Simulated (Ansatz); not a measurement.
**TiAl: density, localisation and related maps**

The calculation's input:

```
crystal:
  lattice:
    - [2.8373, 0.0, 0.0]
    - [0.0, 2.8373, 0.0]
    - [0.0, 0.0, 4.0591]
  atoms:
    - { symbol: Ti, position: [-0.0704895499, 0.0, -0.0492720061] }
    - { symbol: Al, position: [0.5, 0.5, 0.5] }
basis:
  ecutwfc: 500
kpoints:
  mp_grid: { grid: [16, 16, 12] }
hamiltonian:
  xc: r2scan
scf:
  occupations: { method: gaussian, width: 0.15 }
output:
  forces: true
  stress: true
  eigenvalues: true
  write_density: true
  write_potential: true
  elf: true
  volumetric_format: npy
```

Command:

```sh
ansatz run input.yaml --threads 1 --pin off --max-ram 2560MiB --backend cpu --events-out ev --progress --plain --runs-dir out
```

Below, planes, directions and counts refer to the conventional cell (a = 2.84 Å, b = 2.84 Å, c = 4.06 Å, α = 90.00°, β = 90.00°, γ = 90.00°).

Space group Pm; changed on purpose from its base cell (atom 1 (Ti) moved by (-0.200, -0.200) A along x and z); not relaxed (largest force 1.7 eV/Å); computed without spin polarisation.

Computed with DFT r2SCAN, scalar-relativistic, plane waves, PAW in Ansatz.

The density is the valence pseudo-density of a PAW calculation; it isn't the true density close to the nuclei.

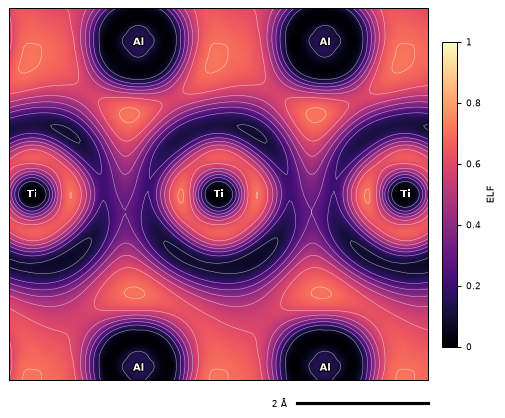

Figure 1. Electron localisation function on the (011) plane of the conventional cell.

> Interpret the plot.

- The plane passes through Ti and Al nuclei.
- Ti–Al (2.62 Å): the ELF is about 0.35 at the midpoint.
- Ti–Ti (2.84 Å): the ELF is about 0.30 at the midpoint.
- Al–Al (2.84 Å): the ELF peaks at about 0.70 between the atoms.
- Ti–Al (2.82 Å): the ELF is about 0.35 at the midpoint.
- Ti–Al (2.91 Å): the ELF is about 0.40 at the midpoint.
- The features right at Ti lie inside the PAW spheres, where the map follows smoothed inner orbitals and isn't to be read closely.

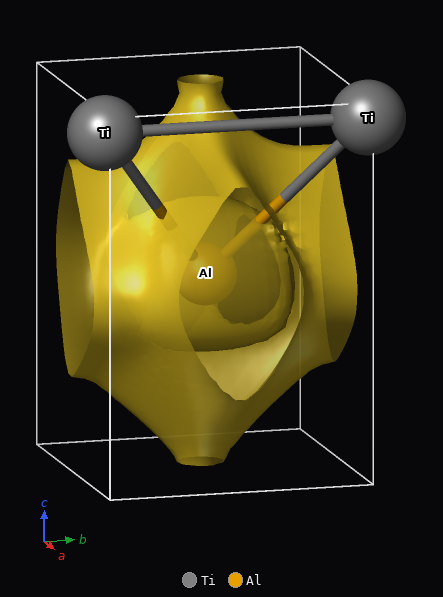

Figure 2. Isosurface of the ELF at 0.55 (yellow), seen slightly off an axis. Only the valence region is drawn (cores and ρ < 0.01 e/Å³ removed). Sticks mark near contacts.

> Identify the bonds, lone pairs and shells in this picture.

The surface consists of one network that runs through the whole crystal, counted in one cell of 2 atoms. Any copies at cell faces, edges or corners count once.

> Does the calculation give a band gap?

It is gapless in this calculation (a metal or semimetal).
